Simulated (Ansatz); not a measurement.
**MgO: one change and its effect**

System: MgO (Pm-3m, 2 atoms in the cell).
Method of run 1: DFT, PBEsol, plane waves, PAW, no spin polarisation (Ansatz 0.2.0).

The structure was built on a prototype by a generator. The geometry comes from this level: PBE. Text and figures count atoms from 1; the logs count them from 0 in places.

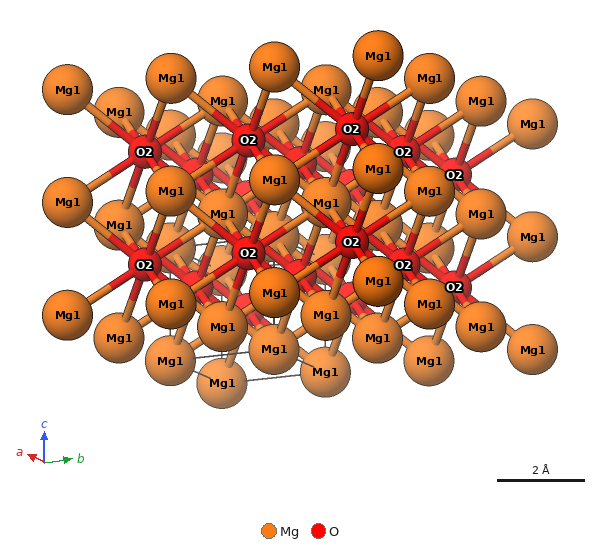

Fig. 1: The structure as given in the input (ball-and-stick view of the cell of the calculation, repeated 3 × 3 × 2, seen at an oblique angle; atoms are numbered from 1 in the order of the input). Near neighbours in the crystal (not all of them lie inside the picture): Mg has 8 O at 2.30 Å; O has 8 Mg at 2.30 Å.

### Input, run 1
```yaml
crystal:
  lattice:
    - [2.659821623, 0.0, 0.0]
    - [0.0, 2.659821623, 0.0]
    - [0.0, 0.0, 2.659821623]
  atoms:
    - { symbol: Mg, position: [0.0, 0.0, 0.0] }
    - { symbol: O, position: [0.5, 0.5, 0.5] }
kpoints:
  mp_grid: { grid: [8, 8, 8] }
hamiltonian:
  xc: pbesol
scf:
  occupations: { method: fermi_dirac, width: 0.02 }
relax:
  f_tol: 0.005
  cell: {}
```

Command:
```bash
ansatz run input.yaml --threads 4 --pin off --max-ram 7372MiB --backend cpu --events-out ev --progress --plain --runs-dir out
```

Hardware: 4 threads of Arm Neoverse N1, 98 GiB of memory available, shared host.

### Output, shortened to warnings, some set-up lines, iterations and results (run 1)
```
Basis set: ecut = 420 eV, 365 PW (Γ), exchange–correlation on 36×36×36 points (8 copies of the dense FFT grid, shifted against one another)
Symmetry: 48 space group operations
k-points: 35 of 512
Initial density: superposition of atomic densities (neutral atoms: chi_scale 0, normalization atom), corrected by the library's trained network
[...]
SCF iter   1: F=—  HF=-2474.398940 eV  |F-HF|=—  |Δ(HF+E_count)|=         —  Δρ=1.55e-2  dr2=3.74e-2  ethr=1.77e-3  ⟨swp⟩=6.0  Hψ=2495  notcnv=0
SCF iter   2: F=—  HF=-2474.389022 eV  |F-HF|=—  |Δ(HF+E_count)|=   9.92e-3  Δρ=5.08e-3  dr2=5.01e-3  ethr=2.34e-4  ⟨swp⟩=2.0  Hψ=826  notcnv=0
SCF iter   3: F=—  HF=-2474.387794 eV  |F-HF|=—  |Δ(HF+E_count)|=   1.23e-3  Δρ=7.25e-4  dr2=5.05e-5  ethr=3.13e-5  ⟨swp⟩=2.1  Hψ=644  notcnv=0
SCF iter   4: F=—  HF=-2474.387735 eV  |F-HF|=—  |Δ(HF+E_count)|=   5.96e-5  Δρ=1.54e-4  dr2=3.98e-6  ethr=3.16e-7  ⟨swp⟩=2.1  Hψ=513  notcnv=0
SCF iter   5: F=-2474.387734 eV  HF=-2474.387734 eV  |F-HF|=3.94e-8  |Δ(HF+E_count)|=   1.07e-6  Δρ=2.05e-5  dr2=5.37e-8  ethr=2.49e-8  ⟨swp⟩=2.1  Hψ=500  notcnv=0
[... 48 lines ...]
SCF iter   6: F=-2474.395162 eV  HF=-2474.395162 eV  |F-HF|=0.00e0  |Δ(HF+E_count)|=  4.55e-13  Δρ=3.25e-8  dr2=1.47e-13  ethr=1.00e-12  ⟨swp⟩=1.0  Hψ=420  notcnv=0
SCF iter   7: F=-2474.395162 eV  HF=-2474.395162 eV  |F-HF|=4.55e-13  |Δ(HF+E_count)|=  4.55e-13  Δρ=1.14e-8  dr2=2.06e-14  ethr=1.00e-12  ⟨swp⟩=1.0  Hψ=420  notcnv=0
SCF iter   8: F=-2474.395162 eV  HF=-2474.395162 eV  |F-HF|=4.55e-13  |Δ(HF+E_count)|=    0.00e0  Δρ=8.55e-9  dr2=1.08e-14  ethr=1.00e-12  ⟨swp⟩=2.0  Hψ=1218  notcnv=0
SCF 7 converged in 8 iterations: F = -2474.395162 eV  dr2 = 1.08e-14
relax step   7: F+E_penalty+E_count = -2474.39516217 eV  Δ(F+E_penalty+E_count) = +3.986e-5 eV  max|allowed force component| = 8.053e-31 eV/Å  Δτ_max = 0.0000 Å  P = -0.008 …
basis re-selected at this cell: Δ(F+E_penalty+E_count) = +3.986e-5 eV, ΔP = -0.005 GPa vs the last step (what re-selecting the basis moved, of the pressure what is left beyond the Pulay correction that the steps carried, after the strain that the cell walked since its last selection, with what the …
SCF converged after 8 iterations
Free energy (F): -2474.395162 eV
Harris-Foulkes:  -2474.395162 eV  (|F-HF|=4.55e-13)
Internal energy: -2474.395162 eV  (E = F + TS)
E sigma→0 (E₀):  -2474.395162 eV
Fermi energy:    11.206666 eV
--- Per-component energies (eV) ---
  E_band       = -287.913761
  E_kinetic    = 254.209688
  E_local      = -1544.558649  (includes V_loc(G=0)·N_el)
  E_nonlocal   = 143.802302
  E_hartree    = 527.088598
  E_xc         = -103.744517
  E_vxc        = -133.669421  (∫ρ·V_xc dr)
  E_paw        = -433.219009  (= ΣΔE_a)
  E_vpaw       = -61.877314  (= ΣTr[D̂ρ^β])
  E_aug_tail   = 0.002436  (compensation charges beyond the density's cutoff)
  E_ewald      = -1318.070161
  E_core_change = 0.094150  (= ΣΔE_core)
  E_smearing   = -0.000000  (= −TS)
  E_closure    = -0.000000  (closes the sum)
  Σ components = -2474.395162   (vs F -2474.395162, Δ=0.00e0)
--- Forces (eV/Å), atoms counted from 1 ---
  atom   1  Mg     0.00000000     0.00000000     0.00000000
  atom   2  O     -0.00000000    -0.00000000     0.00000000
  max |Σ_I F_I| component: 1.58e-30 eV/Å
--- Stress (GPa, compression-positive) ---
       -0.007724      -0.000000       0.000000
       -0.000000      -0.007724       0.000000
        0.000000       0.000000      -0.007724
  P = ⅓ Tr σ = -0.0077 GPa (-0.077 kbar)
--- Relaxed structure (5 steps of the walk, 5 accepted, 2 SCFs on fresh bases) ---
  F+E_penalty+E_count = -2474.39516217 eV   max|allowed force component| = 8.053e-31 eV/Å   (the final SCF, on the basis selected at the relaxed cell)
  cell:  # Å, volume = 18.2631 Å³
    - [2.63344775804632, -1.9901276092001435e-33, 4.81482486096809e-34]
    - [-1.733336949948512e-33, 2.63344775804632, 0.0]
    - [4.81482486096809e-34, 0.0, 2.63344775804632]
  atoms:
    - { symbol: Mg, position: [3.459955122633217e-47, 9.428155858527295e-38, 1.8856311717217513e-37] }
    - { symbol: O, position: [0.5, 0.5, 0.5] }
```

For run 2 the input was changed thus:
```diff
-  xc: pbesol
+  xc: lda
```

Predict how the results change.

The total energies belong to different methods, so their difference says nothing on which is more stable or more accurate. The volume per atom goes from 9.13 to 8.77 Å³. The functional changes from PBEsol to LDA. The SCF takes 43 iterations over all geometry steps against 44.

### Output, shortened to warnings, some set-up lines, iterations and results (run 2)
```
Basis set: ecut = 420 eV, 365 PW (Γ)
Symmetry: 48 space group operations
k-points: 35 of 512
Initial density: superposition of atomic densities (neutral atoms: chi_scale 0, normalization atom), corrected by the library's trained network
[...]
SCF iter   1: F=—  HF=-2458.529283 eV  |F-HF|=—  |Δ(HF+E_count)|=         —  Δρ=1.78e-2  dr2=5.05e-2  ethr=1.77e-3  ⟨swp⟩=6.0  Hψ=2515  notcnv=0
SCF iter   2: F=—  HF=-2458.512520 eV  |F-HF|=—  |Δ(HF+E_count)|=   1.68e-2  Δρ=6.16e-3  dr2=7.51e-3  ethr=3.16e-4  ⟨swp⟩=2.0  Hψ=840  notcnv=0
SCF iter   3: F=—  HF=-2458.510178 eV  |F-HF|=—  |Δ(HF+E_count)|=   2.34e-3  Δρ=8.78e-4  dr2=8.10e-5  ethr=4.70e-5  ⟨swp⟩=2.2  Hψ=641  notcnv=0
SCF iter   4: F=—  HF=-2458.510143 eV  |F-HF|=—  |Δ(HF+E_count)|=   3.49e-5  Δρ=1.50e-4  dr2=4.11e-6  ethr=5.06e-7  ⟨swp⟩=2.2  Hψ=545  notcnv=0
SCF iter   5: F=-2458.510142 eV  HF=-2458.510142 eV  |F-HF|=1.48e-8  |Δ(HF+E_count)|=   1.12e-6  Δρ=1.98e-5  dr2=3.31e-8  ethr=2.57e-8  ⟨swp⟩=2.0  Hψ=489  notcnv=0
[... 47 lines ...]
SCF iter   5: F=-2458.552072 eV  HF=-2458.552072 eV  |F-HF|=4.55e-13  |Δ(HF+E_count)|=    0.00e0  Δρ=2.08e-8  dr2=2.24e-14  ethr=1.00e-12  ⟨swp⟩=1.0  Hψ=420  notcnv=0
SCF iter   6: F=-2458.552072 eV  HF=-2458.552072 eV  |F-HF|=0.00e0  |Δ(HF+E_count)|=  4.55e-13  Δρ=4.87e-9  dr2=1.27e-15  ethr=1.00e-12  ⟨swp⟩=1.0  Hψ=420  notcnv=0
SCF iter   7: F=-2458.552072 eV  HF=-2458.552072 eV  |F-HF|=4.55e-13  |Δ(HF+E_count)|=  9.09e-13  Δρ=4.93e-10  dr2=1.43e-17  ethr=1.00e-12  ⟨swp⟩=2.0  Hψ=1211  notcnv=0
SCF 7 converged in 7 iterations: F = -2458.552072 eV  dr2 = 1.43e-17
relax step   7: F+E_penalty+E_count = -2458.55207169 eV  Δ(F+E_penalty+E_count) = +9.252e-5 eV  max|allowed force component| = 2.284e-30 eV/Å  Δτ_max = 0.0000 Å  P = -0.016 …
basis re-selected at this cell: Δ(F+E_penalty+E_count) = +9.252e-5 eV, ΔP = -0.016 GPa vs the last step (what re-selecting the basis moved, of the pressure what is left beyond the Pulay correction that the steps carried, after the strain that the cell walked since its last selection, with what the …
SCF converged after 7 iterations
Free energy (F): -2458.552072 eV
Harris-Foulkes:  -2458.552072 eV  (|F-HF|=4.55e-13)
Internal energy: -2458.552072 eV  (E = F + TS)
E sigma→0 (E₀):  -2458.552072 eV
Fermi energy:    11.728593 eV
--- Per-component energies (eV) ---
  E_band       = -282.689435
  E_kinetic    = 255.144439
  E_local      = -1518.796517  (includes V_loc(G=0)·N_el)
  E_nonlocal   = 145.645823
  E_hartree    = 517.160369
  E_xc         = -103.902146
  E_vxc        = -134.101561  (∫ρ·V_xc dr)
  E_paw        = -418.131958  (= ΣΔE_a)
  E_vpaw       = -64.904815  (= ΣTr[D̂ρ^β])
  E_aug_tail   = 0.002457  (compensation charges beyond the density's cutoff)
  E_ewald      = -1335.921940
  E_core_change = 0.247401  (= ΣΔE_core)
  E_smearing   = -0.000000  (= −TS)
  E_closure    = -0.000000  (closes the sum)
  Σ components = -2458.552072   (vs F -2458.552072, Δ=0.00e0)
--- Forces (eV/Å), atoms counted from 1 ---
  atom   1  Mg    -0.00000000    -0.00000000     0.00000000
  atom   2  O     -0.00000000     0.00000000    -0.00000000
  max |Σ_I F_I| component: 4.90e-30 eV/Å
--- Stress (GPa, compression-positive) ---
       -0.016455       0.000000       0.000000
        0.000000      -0.016455      -0.000000
        0.000000      -0.000000      -0.016455
  P = ⅓ Tr σ = -0.0165 GPa (-0.165 kbar)
--- Relaxed structure (5 steps of the walk, 5 accepted, 2 SCFs on fresh bases) ---
  F+E_penalty+E_count = -2458.55207169 eV   max|allowed force component| = 2.284e-30 eV/Å   (the final SCF, on the basis selected at the relaxed cell)
  cell:  # Å, volume = 17.5407 Å³
    - [2.598257284305716, -8.425943506694157e-34, -4.49383653690355e-34]
    - [-2.6481536735324493e-34, 2.598257284305716, -6.419766481290786e-35]
    - [-1.2839532962581572e-34, -6.419766481290786e-35, 2.598257284305716]
  atoms:
    - { symbol: Mg, position: [-2.529583051243616e-48, 5.6568935152119875e-37, 3.771262343414347e-37] }
    - { symbol: O, position: [0.5, 0.5, 0.5] }
```

### The two runs side by side

| quantity | run 1 | run 2 |
| --- | --- | --- |
| outcome | converged | converged |
| free energy per atom (eV) | −1237.1976 | −1229.2760 |
| pressure (GPa) | −0.01 | −0.02 |
| volume per atom (Å³) | 9.13 | 8.77 |
| largest force (eV/Å) | 0.000 | 0.000 |
| SCF iterations | 44 | 43 |
| irreducible k-points | 35 | 35 |
| wall time (shared host) | 2.9 s | 2.8 s |
